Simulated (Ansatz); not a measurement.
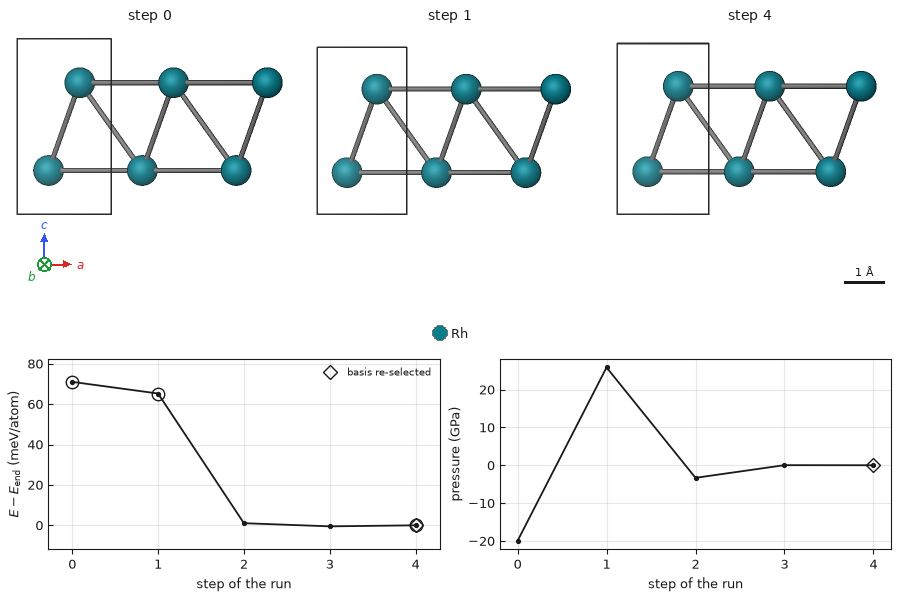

Frames of a relaxation of a crystal of Rh (set up in P6_3/mmc) (coarse preliminary run), marked on the history of the run. Style: ball-and-stick. Shown: the cell of the calculation, repeated 3 × 1 × 1 with one cell outlined, along the b axis.

Computed with DFT LDA, scalar-relativistic, plane waves, PAW (Ansatz 0.2.0). (plane-wave cutoff 420 eV; k-point mesh 12 × 12 × 4; occupations gaussian; smearing width 0.1 eV; no spin polarisation; cell and atoms relaxed; force threshold 0.05 eV/Å; at most 80 steps)

Question: What happens along the run?

Answer: The energy falls by 71.0 meV per atom in 3 accepted moves (4 points after the start). All forces vanish by symmetry, so only the cell relaxes. The pressure goes from −19.93 to 0.03 GPa. The SCF was repeated once at an unchanged geometry on a basis and grid sized afresh for the cell, which shifted the energy by 0.5 meV per atom at most. The atoms keep their places relative to the cell (all moves are under 0.005 Å). The drawn cell changes as follows: a = b 2.731 → 2.664 Å (−2.4 %), c 4.428 → 4.309 Å (−2.7 %); the volume changes by −7.4 %. Among the contacts that change: Rh–Rh 2.718 → 2.647 Å, Rh–Rh 2.731 → 2.664 Å. The space group stays P6_3/mmc (No. 194). The run took 5 s on 2 threads of Arm Neoverse V1, with other jobs on the host, peak memory 0.3 GiB. From step 0 to 1: volume −13.5 %, energy −5.8 meV per atom. From step 1 to 4: volume +7.1 %, energy −65.3 meV per atom.
